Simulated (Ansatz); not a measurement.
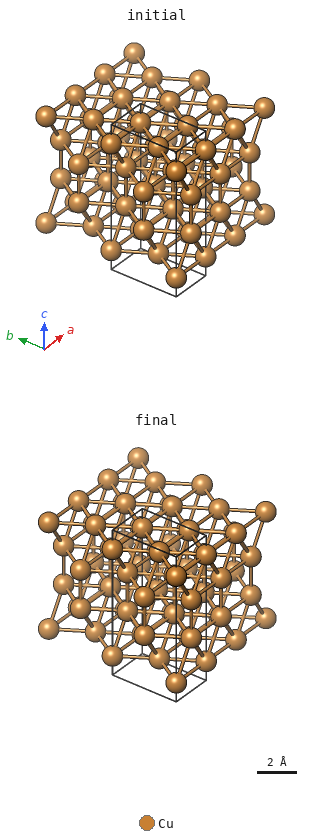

The structure of solid Cu (built on the alpha-gallium_64 type) (coarse preliminary run) before (top) and after (bottom) a relaxation, at one scale.

A ball-and-stick model of the conventional cell (4 times the calculation's cell), repeated 3 × 2 × 1 with one cell outlined, seen from a free direction. Lengths and directions refer to the drawn axes.

Case: alpha-gallium type (Cmce, No. 64).

Level of theory: DFT PBEsol, scalar-relativistic, plane waves, PAW in Ansatz. Set-up: plane-wave cutoff 420 eV; k-point mesh 8 × 8 × 8; occupations gaussian; smearing width 0.1 eV; no spin polarisation; cell and atoms relaxed; force threshold 0.04 eV/Å; at most 70 steps.

Q: Summarise the run.

A: After 4 accepted moves (5 points after the start) the energy has fallen by 2.7 meV per atom. The largest force component goes from 0.0048 to 0.00018 eV/Å. The pressure goes from −0.35 to −0.02 GPa. The SCF was repeated once at an unchanged geometry on a basis and grid sized afresh for the cell, which shifted the energy by less than 0.05 meV per atom at most. No atom moves by more than 0.005 Å relative to the cell. Cell: a 2.501 → 2.543 Å (+1.7 %), b 4.244 → 4.159 Å (−2.0 %), c 8.976 → 8.987 Å (+0.1 %). Volume −0.2 %. Near-neighbour distances that change, for instance: Cu–Cu 2.501 → 2.543 Å, Cu–Cu 2.463 → 2.437 Å, Cu–Cu 2.458 → 2.466 Å, Cu–Cu 2.372 → 2.380 Å. The space group stays Fmmm (No. 69).
